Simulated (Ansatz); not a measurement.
Given this structure, the geometry relaxed with Ansatz, DFT, PBE, plane waves (420 eV) with PAW, scalar-relativistic; the starting structure was generated, so it need not be a known form of this composition, written in its standard cell:

```cif
data_structure
_symmetry_space_group_name_H-M 'Pm-3m'
_symmetry_Int_Tables_number 221
_cell_length_a 2.6450
_cell_length_b 2.6450
_cell_length_c 2.6450
_cell_angle_alpha 90.000
_cell_angle_beta 90.000
_cell_angle_gamma 90.000
_cell_volume 18.50
loop_
_atom_site_label
_atom_site_type_symbol
_atom_site_symmetry_multiplicity
_atom_site_Wyckoff_symbol
_atom_site_fract_x
_atom_site_fract_y
_atom_site_fract_z
_atom_site_occupancy
Ti1 Ti 1 a 0.00000 0.00000 0.00000 1
```

Q: Predict the [001] zone-axis pattern (120 kV, kinematic, B = 0.5 Å²).

A: The spots form a square net with both shortest vectors at d = 2.64 Å, 90.0° apart. They are 1 0 0 and 0 1 0. The pattern has symmetry 4mm. No reflection of this zone is absent.

Strongest reflections with d > 0.80 Å, one of each family (|F|² from tabulated Gaussian fits of the electron scattering factors, times a small damping for the curvature of the Ewald sphere):

```
  hkl  d (Å)  I (strongest = 100)
1 0 0  2.645                  100
1 1 0  1.870                   48
2 0 0  1.322                   20
2 1 0  1.183                   15
2 2 0  0.935                    7
3 0 0  0.882                    5
```

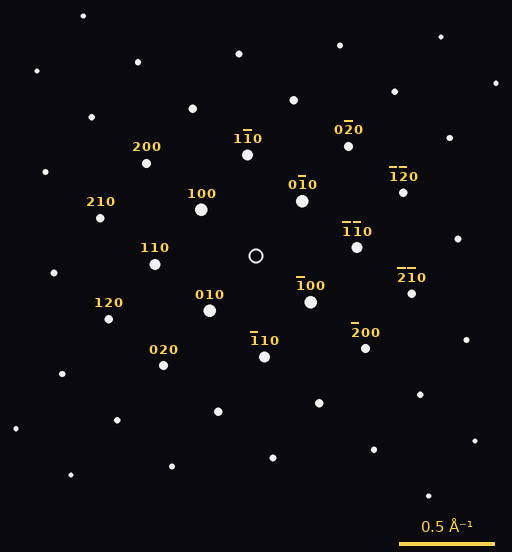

Calculated pattern, seen from the source side with [001] pointing towards the source.
